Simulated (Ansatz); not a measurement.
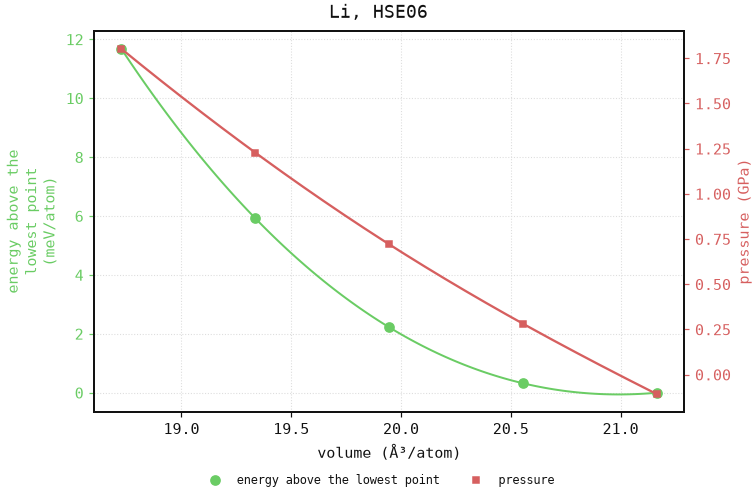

The figure shows the energy above the lowest point and pressure against volume for Li, space group Im-3m (No. 229) (one of a set of cubic test structures, which need not be the stable phase).

How it was computed, with Ansatz 0.2.0 development build: equation of state of a cubic crystal from periodic Kohn-Sham density functional theory without spin, third-order Birch-Murnaghan fit to the free energies; pressure corrected for the finite basis. Level: HSE06.

structure type bcc; atoms in cell 1; space group number 229; lattice centring body-centred primitive; k mesh 6×6×6; occupation method Fermi–Dirac; occupation width 0.1 eV; wave cutoff 420 eV; datasets soft-1 PAW; density tolerance 0 eV; bands 6; density cutoff ratio 4; search for lower states default; exchange singularity Wigner-Seitz.

Question: What equilibrium volume and bulk modulus follow from the curve?

Answer: A third-order Birch–Murnaghan fit gives V0 = 20.99 Å³/atom, B0 = 13 GPa and B′ = 3.4.

Question: How does the pressure vary with volume?

Answer: It falls from 1.803 GPa at volume 18.73 Å³/atom to −0.110 GPa at 21.17 Å³/atom, and changes sign near 21.00 Å³/atom.

Limits of the calculation: coarse k-mesh, values are not converged in k.
